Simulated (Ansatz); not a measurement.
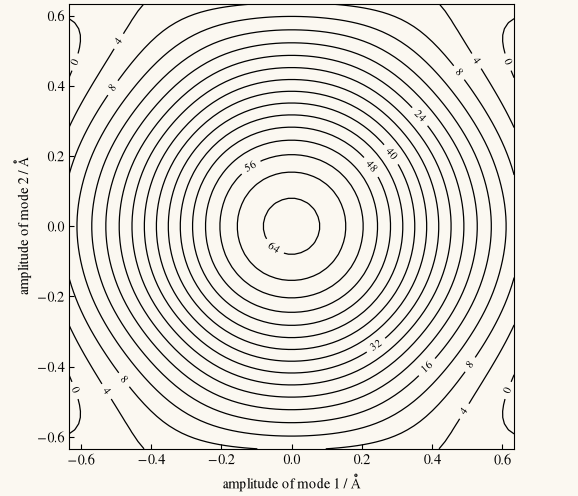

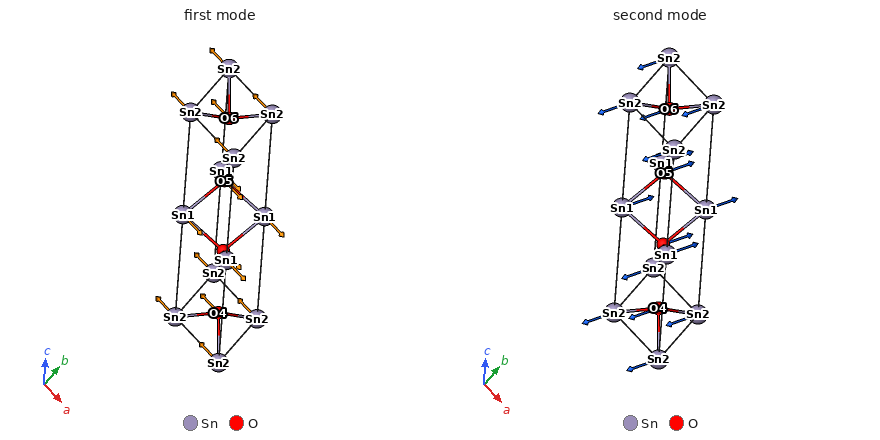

Energy landscape of SnO₂ (P6_3/mmc, No. 194; 6 atoms in the cell). 
- The energy is mapped over two normal modes frozen in (zone-centre modes of the 6-atom cell of this scan).
- Coordinates scanned: (1) amplitude of mode 1 (21i cm⁻¹), largest displacement; (2) amplitude of mode 2 (21i cm⁻¹), largest displacement.
- Nothing is relaxed (the cell and all other modes fixed).
- The grid has 7 × 7 points; 16 points were computed and 33 follow by symmetry.
- Points are written as (first, second).
- Energies: meV per cell, counted from the lowest grid point.
- The calculation used DFT PBE+D3(BJ), scalar-relativistic, plane waves, PAW in Ansatz 0.2.0. Settings: cutoff 520 eV, k-mesh 12×12×4 in the order of the run's cell vectors, gaussian smearing 0.05 eV, no spin polarisation.

In the figure: contour lines labelled in meV. Between grid points the surface is interpolated. The second picture is the reference structure; its two panels give the patterns of the first and the second mode as arrows.

### Summarise what can be read from the map.

The lowest grid point is at (−0.634 Å, −0.423 Å). It lies at the edge of the scanned range, so the true minimum may lie outside. The reference structure, at (0.000 Å, 0.000 Å), is a maximum of this map. Relaxing all atoms from the lowest point lowers the energy by a further 5.6 meV. The highest grid point, (0.000 Å, 0.000 Å), lies 65.5 meV above the lowest. The reference (P6_3/mmc) is not the lowest structure on this map: a distortion lowers the energy (space group P2_1 at the lowest grid point). The gap on the k-mesh is 2.2 eV at the lowest point and runs from 2.1 to 2.2 eV over the map.

The values on the grid:

| second ↓, first → | −0.634 | −0.423 | −0.211 | 0.000 | 0.211 | 0.423 | 0.634 |
| --- | --- | --- | --- | --- | --- | --- | --- |
| 0.634 | 1.4 | 4.0 | 7.0 | 8.3 | 7.0 | 4.0 | 1.4 |
| 0.423 | 0.0 | 12.2 | 25.7 | 31.4 | 25.7 | 12.2 | 0.0 |
| 0.211 | 6.2 | 25.4 | 46.4 | 55.3 | 46.4 | 25.4 | 6.2 |
| 0.000 | 9.9 | 31.6 | 55.3 | 65.5 | 55.3 | 31.6 | 9.9 |
| −0.211 | 6.2 | 25.4 | 46.4 | 55.3 | 46.4 | 25.4 | 6.2 |
| −0.423 | 0.0 | 12.2 | 25.7 | 31.4 | 25.7 | 12.2 | 0.0 |
| −0.634 | 1.4 | 4.0 | 7.0 | 8.3 | 7.0 | 4.0 | 1.4 |

Each point was launched as `ansatz run input.yaml --threads 2 --pin off --max-ram 4096MiB --backend cpu --events-out ev --progress --plain --runs-dir out`. The whole map (16 points run) took 18 min on 2 threads of Arm Neoverse N1, with other jobs on the host.

PAW datasets: the set soft_1.
